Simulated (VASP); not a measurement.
# SrO: exact exchange and RPA correlation

Wanted: where the RPA puts the energy minimum of SrO. The scan starts from a database cell, scaled to the smallest volume of the series. The cell is of the rock-salt type, one of the forms listed for this formula. The start is a cell from a database of measured crystal structures.

Method: PBE; plane waves and PAW (Sr_sv_GW, O_GW), in the first sound run; inputs show where later runs differ, in VASP 6.6.1.

The database entry behind the starting cell differs from later determinations by our own check (about 0.5 % short), so it need not match the best structure at ambient conditions.

### 1. The structure

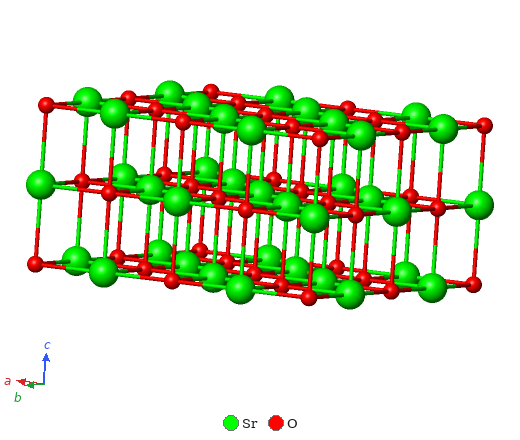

The cell as given, from a free direction (strontium green, oxygen red). 2×2×1 cells are drawn. This picture shows the conventional cell, with its axes. Some periodic images of atoms are drawn too.

### 2. Orbitals, volume ratio 0.94

RPA gives no stress here, so the energy is scanned over volumes, at one cutoff and mesh. Volumes are given as ratios to a reference cell, and this first cell is that cell scaled to 0.94. Each point starts from PBE orbitals, tightly converged.

The input, INCAR:

```
SYSTEM = SrO
PREC = Accurate
ENCUT = 560
EDIFF = 1E-08
NELM = 100
ISMEAR = 0
SIGMA = 0.05
LREAL = .FALSE.
ALGO = Normal
GGA = PE
NBANDS = 14
LORBIT = 11
LWAVE = .TRUE.
LCHARG = .FALSE.
KPAR = 8
```

The input, POSCAR:

```
SrO
1.0
    0.0000000000      2.5139118308      2.5139118308
    2.5139118308      0.0000000000      2.5139118308
    2.5139118308      2.5139118308      0.0000000000
Sr O
1 1
Direct
    0.5000000000      0.5000000000      0.5000000000
    0.0000000000      0.0000000000      0.0000000000
```

The input, KPOINTS:

```
Automatic mesh
0
Gamma
4 4 4
0 0 0
```

PAW data sets: Sr_sv_GW and O_GW (PBE family, release 64).

Run with:

```bash
$ mpirun -np 8 vasp_std
```

The log of the run:

```text
[banner, memory and clock lines left out]
running    8 mpi-ranks, on    1 nodes
 distrk:  each k-point on    1 cores,    8 groups
 distr:  one band on    1 cores,    1 groups

 POSCAR found type information on POSCAR SrO
 POSCAR found :  2 types and       2 ions
|                                                                             |
|           W    W    AA    RRRRR   N    N  II  N    N   GGGG   !!!           |
|           W    W   A  A   R    R  NN   N  II  NN   N  G    G  !!!           |
|           W    W  A    A  R    R  N N  N  II  N N  N  G       !!!           |
|           W WW W  AAAAAA  RRRRR   N  N N  II  N  N N  G  GGG   !            |
|           WW  WW  A    A  R   R   N   NN  II  N   NN  G    G                |
|           W    W  A    A  R    R  N    N  II  N    N   GGGG   !!!           |
|                                                                             |
|     For optimal performance we recommend to set                             |
|       NCORE = 2 up to number-of-cores-per-socket                            |
|     NCORE specifies how many cores store one orbital (NPAR=cpu/NCORE).      |
|     This setting can greatly improve the performance of VASP for DFT.       |
|     The default, NCORE=1 might be grossly inefficient on modern             |
|     multi-core architectures or massively parallel machines. Do your        |
|     Unfortunately you need to use the default for GW and RPA                |
|     calculations (for HF NCORE is supported but not extensively tested      |
|     yet).                                                                   |
|                                                                             |

 LDA part: xc-table for (Slater+PW92), standard interpolation
 POSCAR, INCAR and KPOINTS ok, starting setup
 FFT: planning ... GRIDC
 FFT: planning ... GRID_SOFT
 FFT: planning ... GRID
 WAVECAR not read
 entering main loop
       N       E                     dE             d eps       ncg     rms          rms(c)
DAV:   1     0.114491445952E+03    0.11449E+03   -0.83422E+03   224   0.115E+03
DAV:   2    -0.145215879167E+02   -0.12901E+03   -0.10812E+03   332   0.315E+02
DAV:   3    -0.202988790562E+02   -0.57773E+01   -0.57432E+01   308   0.658E+01
DAV:   4    -0.203866462231E+02   -0.87767E-01   -0.87751E-01   268   0.666E+00
DAV:   5    -0.203889308197E+02   -0.22846E-02   -0.22846E-02   322   0.779E-01    0.139E+01
DAV:   6    -0.168879765115E+02    0.35010E+01   -0.10591E+01   272   0.447E+01    0.278E+01
DAV:   7    -0.167771691079E+02    0.11081E+00   -0.49645E-01   272   0.754E+00    0.892E+00
DAV:   8    -0.167243522879E+02    0.52817E-01   -0.11785E-01   278   0.497E+00    0.331E+00
DAV:   9    -0.167168875872E+02    0.74647E-02   -0.29953E-02   242   0.241E+00    0.428E-01
DAV:  10    -0.167175886722E+02   -0.70109E-03   -0.34062E-03   312   0.916E-01    0.337E-01
DAV:  11    -0.167172214277E+02    0.36724E-03   -0.60679E-04   332   0.340E-01    0.227E-01
DAV:  12    -0.167172202775E+02    0.11502E-05   -0.11578E-04   258   0.107E-01    0.176E-02
DAV:  13    -0.167172179089E+02    0.23686E-05   -0.10206E-05   280   0.308E-02    0.608E-03
DAV:  14    -0.167172181053E+02   -0.19637E-06   -0.14893E-06   292   0.192E-02    0.248E-02
DAV:  15    -0.167172177866E+02    0.31866E-06   -0.59985E-07   224   0.729E-03    0.832E-03
DAV:  16    -0.167172177989E+02   -0.12298E-07   -0.87676E-08   340   0.287E-03    0.513E-03
DAV:  17    -0.167172178176E+02   -0.18707E-07   -0.66857E-09   126   0.129E-03    0.218E-03
DAV:  18    -0.167172178164E+02    0.12137E-08   -0.23570E-09   112   0.988E-04
   1 F= -.16717218E+02 E0= -.16717218E+02  d E =-.157011E-23
 writing wavefunctions
```

Elapsed: 4.6 s, on 8 MPI ranks of Intel Xeon 6975P-C (Granite Rapids), shared host; peak memory 1.3 GiB; 29 s of CPU time.

The logs omit lines about the potential files and the build; timing stands in the text.

From OUTCAR (step 2):

```text
ion  position               nearest neighbor table
   1  0.500  0.500  0.500-   2 2.51   2 2.51   2 2.51   2 2.51   2 2.51   2 2.51
   2  0.000  0.000  0.000-   1 2.51   1 2.51   1 2.51   1 2.51   1 2.51   1 2.51

  LATTYP: Found a face centered cubic cell.
 ALAT       =     5.0278236616

 Subroutine GETGRP returns: Found 48 space group operations
 (whereof 48 operations were pure point group operations)

The static configuration has the point symmetry O_h .

 Found      8 irreducible k-points:

   k-points           NKPTS =      8   k-points in BZ     NKDIM =      8   number of bands    NBANDS=     14

   dimension x,y,z NGX =    28 NGY =   28 NGZ =   28
   dimension x,y,z NGXF=    56 NGYF=   56 NGZF=   56

   ENCUT  =  560.0 eV  41.16 Ry    6.42 a.u.   6.86  6.86  6.86*2*pi/ulx,y,z

   NELECT =      16.0000    total number of electrons

 k-points in reciprocal lattice and weights: Automatic mesh
   0.00000000  0.00000000  0.00000000       0.016
   0.25000000  0.00000000  0.00000000       0.125
   0.50000000  0.00000000  0.00000000       0.062
   0.25000000  0.25000000  0.00000000       0.094
   0.50000000  0.25000000  0.00000000       0.375
  -0.25000000  0.25000000  0.00000000       0.188
   0.50000000  0.50000000  0.00000000       0.047
  -0.25000000  0.50000000  0.25000000       0.094

 average (electrostatic) potential at core
       1 -54.6560       2 -68.7322

 E-fermi :   3.9662

 k-point     1 :       0.0000    0.0000    0.0000
  band No.  band energies     occupation
    ...
      4     -10.0214      2.00000
      5     -10.0214      2.00000
      6       3.6191      2.00000
      7       3.6191      2.00000
      8       3.6191      2.00000
      9       8.1322      0.00000
     10      10.0250      0.00000
     11      10.0250      0.00000
     12      10.0250      0.00000
     13      12.3525      0.00000
    ...

 k-point     2 :       0.2500    0.0000    0.0000
  band No.  band energies     occupation
    ...
      4     -10.0691      2.00000
      5      -9.2583      2.00000
      6       2.2936      2.00000
      7       2.9349      2.00000
      8       2.9349      2.00000
      9       9.8299      0.00000
     10      10.4285      0.00000
     11      11.2422      0.00000
     12      11.2422      0.00000
     13      13.9281      0.00000
    ...

 k-point     3 :       0.5000    0.0000    0.0000
  band No.  band energies     occupation
    ...
      4     -10.1154      2.00000
      5      -8.8241      2.00000
      6       1.3483      2.00000
      7       2.3741      2.00000
      8       2.3741      2.00000
      9      10.5114      0.00000
     10      12.5909      0.00000
     11      12.9133      0.00000
     12      12.9133      0.00000
     13      16.2618      0.00000
    ...

  Total        2.0635748      2.0635748      2.0635748     -0.0000000     -0.0000000      0.0000000
  in kB      104.0520600    104.0520600    104.0520600     -0.0000000     -0.0000000      0.0000000
  external PRESSURE =     104.0520600 kB  Pullay stress =       0.0000000 kB

  energy-cutoff  :      560.00
  volume of cell :       31.77
      direct lattice vectors                 reciprocal lattice vectors
     0.000000000  2.513911831  2.513911831    -0.198893213  0.198893213  0.198893213
     2.513911831  0.000000000  2.513911831     0.198893213 -0.198893213  0.198893213
     2.513911831  2.513911831  0.000000000     0.198893213  0.198893213 -0.198893213

 POSITION                                       TOTAL-FORCE (eV/Angst)
 -----------------------------------------------------------------------------------
      2.51391      2.51391      2.51391         0.000000      0.000000     -0.000000
      0.00000      0.00000      0.00000        -0.000000     -0.000000      0.000000
 -----------------------------------------------------------------------------------
    total drift:                                0.000000      0.000000      0.000000

  FREE ENERGIE OF THE ION-ELECTRON SYSTEM (eV)
  ---------------------------------------------------
  free  energy   TOTEN  =       -16.7172178164 eV

  energy  without entropy=      -16.7172178164  energy(sigma->0) =      -16.71721782

 total charge
# of ion       s       p       d       f       tot
--------------------------------------------------
    1        2.323   5.932   0.438   0.050   8.743
    2        1.528   3.405   0.000   0.000   4.933
--------------------------------------------------
tot          3.851   9.337   0.438   0.050  13.676

[... 3 further parts left out ...]
```

The gap is read on the k-mesh alone, so it is an upper bound where the band edges lie off the mesh.

A gap read on the k-mesh alone can miss the band edges.

This step gave:

- free energy (TOTEN): -16.72 eV
- Fermi energy: 3.966 eV
- pressure: 10.41 GPa
- gap on the k-mesh: 3.266 eV
- least direct gap on the k-mesh: 3.288 eV

### 3. Exact exchange, volume ratio 0.94

This step: Hartree-Fock energy on PBE orbitals; plane waves and PAW (Sr_sv_GW, O_GW) (VASP 6.6.1).

The Hartree-Fock energy is evaluated once on these orbitals (ALGO = Eigenval, NELM = 1), without letting them relax. It uses the mesh of the correlation step, and the total energy is their sum.

The input, INCAR:

```
SYSTEM = SrO
PREC = Accurate
ENCUT = 560
ISMEAR = 0
SIGMA = 0.05
LREAL = .FALSE.
GGA = PE
NBANDS = 14
ALGO = Eigenval
NELM = 1
LHFCALC = .TRUE.
AEXX = 1
ALDAC = 0
AGGAC = 0
PRECFOCK = Normal
LWAVE = .FALSE.
LCHARG = .FALSE.
```

POSCAR is that of step 2.

KPOINTS is that of step 2.

The WAVECAR or CHGCAR of an earlier step is read.

Run with:

```bash
$ mpirun -np 8 vasp_std
```

The log of the run:

```text
[banner, memory and clock lines left out]
running    8 mpi-ranks, on    1 nodes
 distrk:  each k-point on    8 cores,    1 groups
 distr:  one band on    1 cores,    8 groups

 POSCAR found type information on POSCAR SrO
 POSCAR found :  2 types and       2 ions
 [... a notice as in an earlier step ...]

 LDA part: xc-table for (Slater+PW92), standard interpolation
|                                                                             |
|           W    W    AA    RRRRR   N    N  II  N    N   GGGG   !!!           |
|           W    W   A  A   R    R  NN   N  II  NN   N  G    G  !!!           |
|           W    W  A    A  R    R  N N  N  II  N N  N  G       !!!           |
|           W WW W  AAAAAA  RRRRR   N  N N  II  N  N N  G  GGG   !            |
|           WW  WW  A    A  R   R   N   NN  II  N   NN  G    G                |
|           W    W  A    A  R    R  N    N  II  N    N   GGGG   !!!           |
|                                                                             |
|     The number of bands has been changed from the values supplied in        |
|     The orbitals not found in the WAVECAR file will be initialized with     |
|     random numbers, which is usually adequate. For correlated               |
|     calculations, however, you should redo the groundstate calculation.     |
|     I found NBANDS = 14. Now, NBANDS = 16.                                  |
|                                                                             |

 found WAVECAR, reading the header
  number of bands has changed, file:    14 present:    16
  trying to continue reading WAVECAR, but it might fail
 POSCAR, INCAR and KPOINTS ok, starting setup
 FFT: planning ... GRIDC
 FFT: planning ... GRID_SOFT
 FFT: planning ... GRID
 reading WAVECAR
 random initialization beyond band           14
 the WAVECAR file was read successfully
 initial charge from wavefunction
 entering main loop
       N       E                     dE             d eps       ncg     rms          rms(c)
EIG:   1    -0.297398460058E+02   -0.29740E+02    0.00000E+00     0   0.000E+00
   1 F= -.29739846E+02 E0= -.29739846E+02  d E =-.394107E-35
```

Elapsed: 8.4 s, on 8 MPI ranks; peak memory 0.93 GiB.

From OUTCAR (step 3):

```text
The static configuration has the point symmetry O_h .

 Found      8 irreducible k-points:

   k-points           NKPTS =      8   k-points in BZ     NKDIM =     64   number of bands    NBANDS=     16

   NELECT =      16.0000    total number of electrons

  exchange ACFDT corr.  =         0.00000000  see jH, gK, PRB 81, 115126

 E-fermi :   4.0519

 k-point     1 :       0.0000    0.0000    0.0000
  band No.  band energies     occupation
    ...
      4     -16.5058      2.00000
      5     -16.5058      2.00000
      6      -1.7601      2.00000
      7      -1.7601      2.00000
      8      -1.7601      2.00000
      9      12.7081      0.00000
     10      15.5822      0.00000
     11      15.5822      0.00000
     12      15.5822      0.00000
     13      18.3057      0.00000
    ...

 k-point     2 :       0.2500    0.0000    0.0000
  band No.  band energies     occupation
    ...
      4     -16.5444      2.00000
      5     -16.9675      2.00000
      6      -3.0443      2.00000
      7      -2.5107      2.00000
      8      -2.5107      2.00000
      9      15.0454      0.00000
     10      15.3203      0.00000
     11      17.1059      0.00000
     12      17.1059      0.00000
     13      20.2839      0.00000
    ...

 POSITION                                       TOTAL-FORCE (eV/Angst)
 -----------------------------------------------------------------------------------
      2.51391      2.51391      2.51391         0.000000      0.000000      0.000000
      0.00000      0.00000      0.00000        -0.000000     -0.000000     -0.000000
 -----------------------------------------------------------------------------------
    total drift:                                0.000000      0.000000      0.000000

  FREE ENERGIE OF THE ION-ELECTRON SYSTEM (eV)
  ---------------------------------------------------
  free  energy   TOTEN  =       -29.7398460058 eV

  energy  without entropy=      -29.7398460058  energy(sigma->0) =      -29.73984601

[... 7 parts as in an earlier step ...]

[... 5 further parts left out ...]
```

The k-mesh is coarse for unscreened exact exchange, which converges slowly with it.

Numbers from this step:

| Property | Result |
| --- | --- |
| free energy (TOTEN) | -29.74 eV |

The Hartree-Fock energy on these orbitals is -14.8699 eV an atom.

### 4. Empty bands, volume ratio 0.94

This step: PBE; plane waves and PAW (Sr_sv_GW, O_GW) (VASP 6.6.1).

The next step needs empty bands that the ground-state run didn't converge, so the Hamiltonian is diagonalised exactly for NBANDS bands, in a single step. LOPTICS writes the k-derivatives of the orbitals (WAVEDER), which give the long-wavelength limit of the screening.

The input, INCAR:

```
SYSTEM = SrO
PREC = Accurate
ENCUT = 560
ISMEAR = 0
SIGMA = 0.05
LREAL = .FALSE.
GGA = PE
NBANDS = 976
ALGO = Exact
NELM = 1
LWAVE = .TRUE.
LCHARG = .FALSE.
LOPTICS = .TRUE.
NEDOS = 1000
CSHIFT = 0.1
```

POSCAR is that of step 3.

KPOINTS is that of step 3.

Run with:

```bash
$ mpirun -np 8 vasp_std
```

The log of the run:

```text
[banner, memory and clock lines left out]
running    8 mpi-ranks, on    1 nodes
 distrk:  each k-point on    8 cores,    1 groups
 distr:  one band on    1 cores,    8 groups

 POSCAR found type information on POSCAR SrO
 POSCAR found :  2 types and       2 ions
 [... a notice as in an earlier step ...]

 LDA part: xc-table for (Slater+PW92), standard interpolation
 found WAVECAR, reading the header
  number of bands has changed, file:    14 present:   976
  trying to continue reading WAVECAR, but it might fail
 POSCAR, INCAR and KPOINTS ok, starting setup
 FFT: planning ... GRIDC
 FFT: planning ... GRID_SOFT
 FFT: planning ... GRID
 reading WAVECAR
 random initialization beyond band           14
 the WAVECAR file was read successfully
 initial charge from wavefunction
 entering main loop
       N       E                     dE             d eps       ncg     rms          rms(c)
DIA:   1    -0.167172178094E+02   -0.16717E+02    0.00000E+00     0   0.000E+00
   1 F= -.16717218E+02 E0= -.16717218E+02  d E =-.295180E-29
 writing wavefunctions
 optical routines
 imaginary and real dielectric function
 recalculating local potential from charge density
 direction            1
 direction            2
 direction            3
```

It took 6.8 s on 8 MPI ranks; peak memory 1.3 GiB; 44 s of CPU time.

OUTCAR, selected parts (step 4):

```text
The static configuration has the point symmetry O_h .

 Found      8 irreducible k-points:

   k-points           NKPTS =      8   k-points in BZ     NKDIM =      8   number of bands    NBANDS=    976

   NELECT =      16.0000    total number of electrons

 E-fermi :   4.0108

 k-point     1 :       0.0000    0.0000    0.0000
  band No.  band energies     occupation
    ...
      4     -10.0214      2.00000
      5     -10.0214      2.00000
      6       3.6192      2.00000
      7       3.6192      2.00000
      8       3.6192      2.00000
      9       8.1322      0.00000
     10      10.0250      0.00000
     11      10.0250      0.00000
     12      10.0250      0.00000
     13      12.3525      0.00000
    ...

 k-point     4 :       0.2500    0.2500    0.0000
  band No.  band energies     occupation
    ...
      4     -10.2523      2.00000
      5      -9.5526      2.00000
      6       2.2220      2.00000
      7       3.4999      2.00000
      8       3.5000      2.00000
      9       8.0605      0.00000
     10      10.1487      0.00000
     11      12.4825      0.00000
     12      12.4825      0.00000
     13      13.1892      0.00000
    ...

  Total        2.0635659      2.0635659      2.0635659      0.0000000      0.0000000      0.0000000
  in kB      104.0516085    104.0516085    104.0516085      0.0000000      0.0000000      0.0000000
  external PRESSURE =     104.0516085 kB  Pullay stress =       0.0000000 kB

  FREE ENERGIE OF THE ION-ELECTRON SYSTEM (eV)
  ---------------------------------------------------
  free  energy   TOTEN  =       -16.7172178094 eV

  energy  without entropy=      -16.7172178094  energy(sigma->0) =      -16.71721781

 plasma frequency squared (from intraband transitions) (eV^2)
  --------------------------------------------------------------------------------------
       0.000      -0.000       0.000
       0.000       0.000      -0.000
       0.000      -0.000       0.000

[... 12 parts as in an earlier step ...]

[... 1 further part left out ...]
```

WAVECAR now holds 976 bands for 16 electrons. Its independent-particle dielectric tensor has xx, yy, zz = 4.1, 4.1, 4.1 on this mesh, which isn't tested for convergence in mesh or bands and lacks local fields.

[end of part 1 of 6]

[Lines on the potential files, build, host, timing and source positions are cut from VASP's logs without a mark.]

[Logs are printed without paths, hosts, clocks, repeated set-up lines and the standing remarks that a program may print on its own settings, such as how far it seeks lower states.]

[Hosts, paths, dates, database ids (printed as entryN), source tags and the programs' standing remarks are cut or masked in the printed files.]

[Pressures printed for these runs are not shown converged in the cutoff: they can be off by several GPa and have the wrong sign.]
